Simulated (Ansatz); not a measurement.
System: CsCl-type LiCl, space group Pm-3m (No. 221), 2 atoms in the cell, relaxed with r2SCAN; cubic a = 3.271 Å. Starting point: PBE, Ansatz PAW set, no spin polarisation, no spin-orbit coupling, 4×4×4 k mesh, 420 eV cutoff, fixed occupations (Ansatz 0.2.0). Many-body step: G0W0 with empty bands 104, screening cutoff 120 eV and frequency treatment contour deformation.

In PBE the smallest gap over these k points is 4.41 eV, with direct gaps of 5.18 eV at M, 5.23 eV at Γ and 6.18 eV at X.

Question: What does G0W0 give?

Answer: Over the k points that were corrected, the smallest gap goes from 4.41 eV in PBE (M to Γ) to 6.46 eV in G0W0 (M to Γ), a change of +2.05 eV (+47 %). Counted from the valence top, the lowest empty level moves by +2.10 eV at M, +2.05 eV at Γ and +2.18 eV at X; over the 7 points that were corrected the shifts run from +2.05 to +2.24 eV: a spread of 0.19 eV on a mean of 2.17 eV, so one scissor shift describes this level well. The top filled level also moves against the valence top, by −0.25 eV at R. Down to 3.3 eV under the top, the filled levels drop by about 0.09 eV more for each eV of depth, so the valence band is stretched by about 9 %.

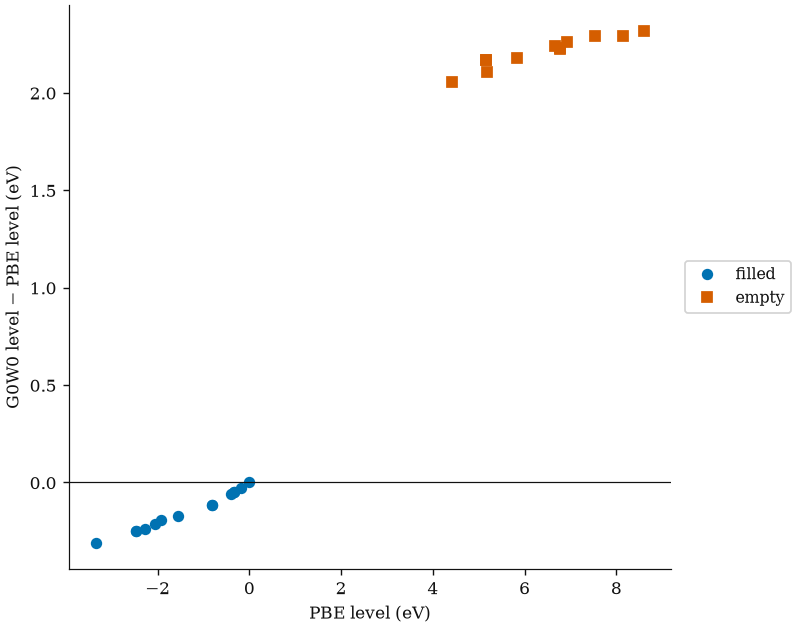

Change of each level from PBE to G0W0 against its PBE energy, both sets counted from their own valence top.

| k point | PBE direct gap (eV) | G0W0 direct gap (eV) |
| --- | --- | --- |
| M | 5.18 | 7.28 |
| Γ | 5.23 | 7.40 |
| X | 6.18 | 8.41 |

The k mesh is coarse (spacing up to 0.48 Å⁻¹), so the values aren't converged. The usual form of LiCl is rocksalt. Bands, cutoffs and mesh are finite, so these values aren't at the basis limit.
